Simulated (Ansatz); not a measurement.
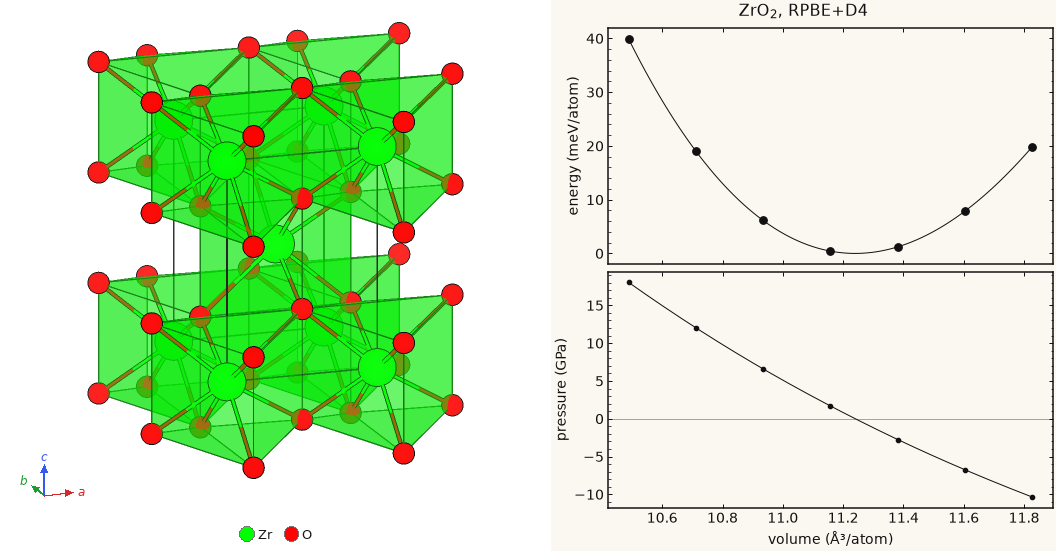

The picture above shows the energy and pressure against volume for ZrO₂, space group P4_2/nmc (No. 137). The conventional cell is drawn beside the plot.

Cell as given: a = 3.596 Å, b = 3.596 Å, c = 5.177 Å, α = 90.00°, β = 90.00°, γ = 90.00°; 6 atoms.

Method: plane-wave DFT, no spin polarisation; energies at scaled volumes of the given cell, shape and fractions fixed, counted from the fit's minimum, third-order Birch-Murnaghan fit (Ansatz 0.2.0). Level: RPBE with D4.

- k mesh: 7×7×5
- occupations: Fermi–Dirac
- smearing width: 0.05 eV
- potentials: Ansatz PAW
- wave cutoff: 420 eV
- density cutoff: 1680 eV

Give the fitted equation-of-state parameters.

A third-order Birch–Murnaghan fit gives V0 = 11.24 Å³/atom, B0 = 226 GPa and B′ = 4.1.

How does the pressure vary with volume?

It falls from 18.04 GPa at volume 10.49 Å³/atom to −10.36 GPa at 11.83 Å³/atom, and changes sign near 11.24 Å³/atom.

Caveats: the functional was run on potentials made for another functional; shape and atomic fractions are frozen while scaling, which makes layered, chain and framework solids too stiff.

The computed values:

```
volume (Å³/atom)  energy (meV/atom)  pressure (GPa)
           10.49              39.95           18.04
           10.71              19.03           12.03
           10.93               6.16            6.59
           11.16               0.44            1.69
           11.38               1.22           -2.75
           11.60               7.86           -6.75
           11.83              19.85          -10.36
```
